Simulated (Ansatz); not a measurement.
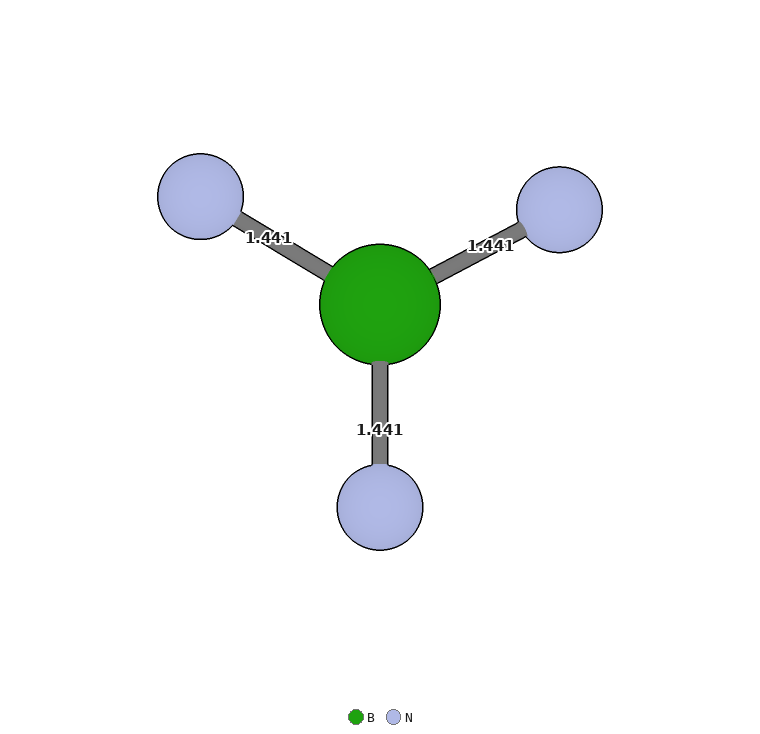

The surroundings of site B2 (at 0.333, 0.667, 0.000) in BN (P-6m2, No. 187), with bond lengths in Å.

The cell is taken from coordinates from a relaxation at fixed volume with DFT PBE+D3(BJ), scalar-relativistic, plane waves, PAW in Ansatz.

```xyz
4
Lattice="2.4967 0.0000 0.0000 -1.2483 2.1622 0.0000 0.0000 0.0000 6.0491" Properties=species:S:1:pos:R:3 pbc="T T T"
B     0.0000    0.0000    3.0245
B     0.0000    1.4415    0.0000
N     0.0000    0.0000    0.0000
N     1.2483    0.7207    3.0245
```

Bond valence s = exp((R0 − d)/b), R0 fitted to published crystal structures with b = 0.37 Å; R0 in Å: B3+–N 1.483.

Q: Calculate the bond-valence sum of B2 from the bonds drawn.

A: 3 × 1.120 = 3.36 v.u., against a formal valence of 3: overbonded (bonds short for this ion) by 0.36.

Q: And over the whole structure?

A:
```csv
site,"x, y, z",formal valence,bond-valence sum,difference
B1,"0.000, 0.000, 0.500",+3,3.48,0.48
B2,"0.333, 0.667, 0.000",+3,3.48,0.48
N1,"0.000, 0.000, 0.000",−3,3.48,0.48
N2,"0.667, 0.333, 0.500",−3,3.48,0.48
```

These sums include all anions within 5 Å. The global instability index (root mean square of the differences over all atoms) is 0.48 v.u.: above 0.2, which by the usual rule of thumb marks a strained structure. Cells relaxed with PBE tend to have slightly long bonds, which lowers the sums.
